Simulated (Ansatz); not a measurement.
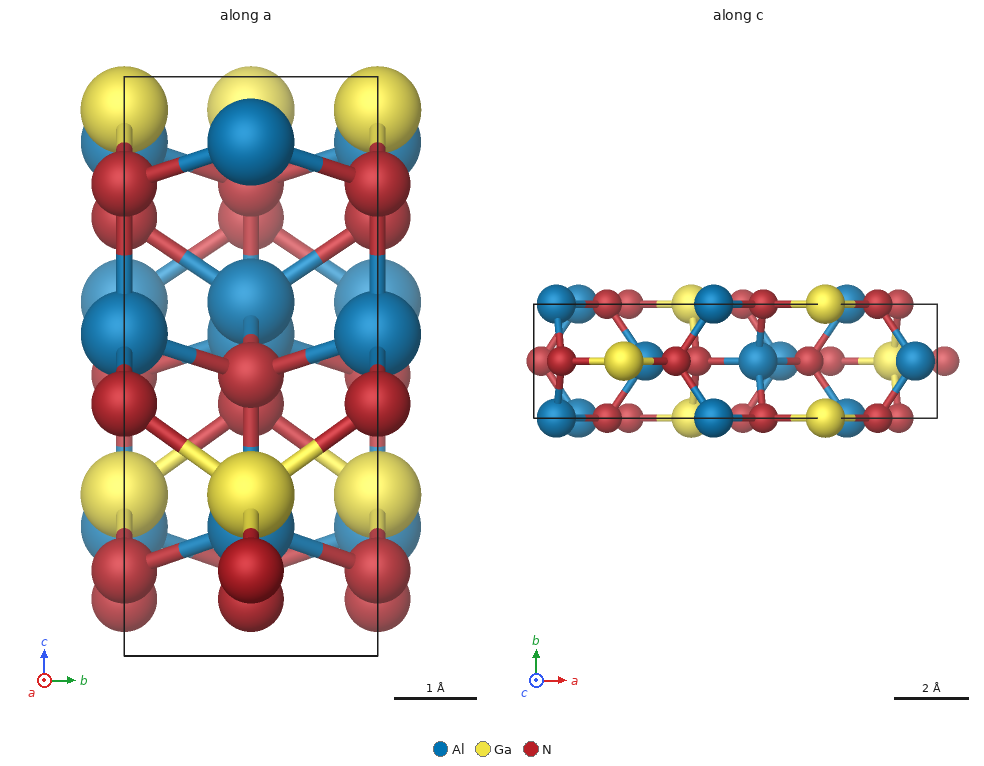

Drawn in the ball-and-stick manner and seen along the a axis and along the c axis. The wireframe shows the conventional unit cell.

Al2GaN3, space group Cm (No. 8), a = 11.39 Å, b = 3.11 Å, c = 7.36 Å, α = 90.00°, β = 104.76°, γ = 90.00°.

Electronic-structure method: Ansatz 0.2.0, DFT PBEsol, scalar-relativistic, plane waves, PAW. Parameters: plane waves up to 420 eV, k-points about 0.26 Å⁻¹ apart, Gaussian smearing of 0.02 eV, no spin polarisation.

Q: What is the band gap, if any?

A: An insulator at this level, with a gap of 3.44 eV.

Q: Under what pressure is the structure?

A: The computed pressure is 5.0 GPa (compressed: it would expand).

It goes back to a structure listed in the Materials Project. Earlier steps of the study may have refined or changed the cell and positions. It was the input of a calculation with Ansatz.

At this level of theory the cell isn't at rest (compressed, at 5 GPa), so its distances can differ from those at equilibrium, the more so the softer the solid.
